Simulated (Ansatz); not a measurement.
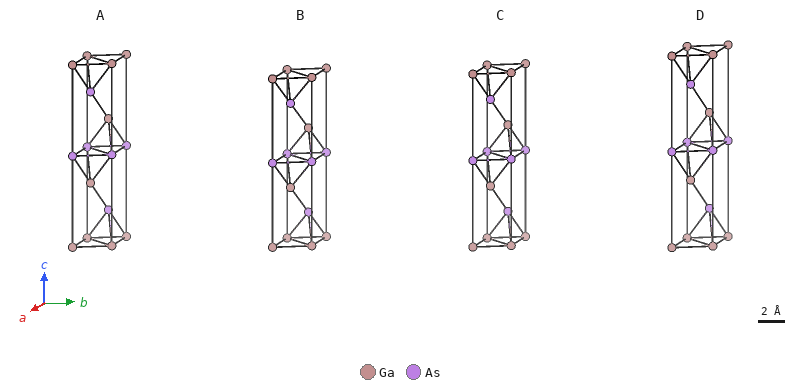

4 geometries from one relaxation of solid GaAs (built on the CuPt (L1_1)_166 type) (coarse preliminary run), in shuffled order. The picture is a ball-and-stick view of the conventional cell (3 times the calculation's cell), seen slightly off an axis. Lengths and directions refer to the drawn axes.

Case: CuPt (L1_1) type (R-3m, No. 166).

Computed with DFT r2SCAN, scalar-relativistic, plane waves, PAW (Ansatz 0.2.0). Settings: plane-wave cutoff 500 eV; k-point mesh 6 × 6 × 6; occupations gaussian; smearing width 0.1 eV; no spin polarisation; cell and atoms relaxed; force threshold 0.04 eV/Å; at most 70 steps.

Q: Order the frames from highest to lowest energy.

A: D, A, C, B. They are steps 0, 1, 2, 6, at +163 meV per atom, +37.9 meV per atom, +5.6 meV per atom relative to the last. Over 5 accepted moves (6 points after the start) the energy falls by 163 meV per atom. All forces vanish by symmetry, so only the cell relaxes. Pressure: −8.48 GPa at the start and −0.07 GPa at the end. At 1 point the geometry stayed and the basis and grid were re-selected for the new cell (energy shift of 0.6 meV per atom at most each time). The atoms keep their places relative to the cell (all moves are under 0.005 Å). The volume changes by −19.3 %, with a = b 3.239 → 3.103 Å (−4.2 %), c 15.474 → 13.603 Å (−12.1 %). Some distances before and after: As–Ga 3.186 → 2.890 Å, As–As 3.239 → 3.103 Å, Ga–Ga 3.239 → 3.103 Å. The space group stays R-3m (No. 166). The run took 40 s on 1 thread of Arm Neoverse V2, on a shared host, peak memory 0.45 GiB.
